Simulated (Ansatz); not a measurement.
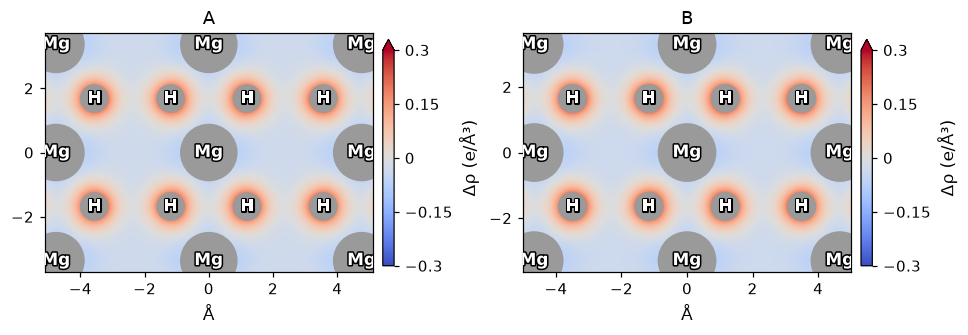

MgH₂: deformation density on the (101) plane of the conventional cell at two volumes, with the same fractional coordinates and one colour scale. Grey discs cover the cores. Panel B has 94 % of the volume of panel A.

Space group Fm-3m. The cell comes from a database of computed structures, not from a measurement.

Method: DFT PBE, scalar-relativistic, plane waves, PAW (Ansatz).

Q: How do bonds, bonding charge and pressure respond to this change of volume?

A: The pressure is −0.2 GPa in A and 3.8 GPa in B.
- Bader charges in A: Mg +1.68 and H −0.84 e; in B: Mg +1.67 and H −0.83 e.
- The rearranged charge is 0.18 e an atom in A and 0.18 e in B.

Run times: 9 s (base cell) and 8.7 s (scaled cell), on 1 thread of Arm Neoverse V2, on a shared host.
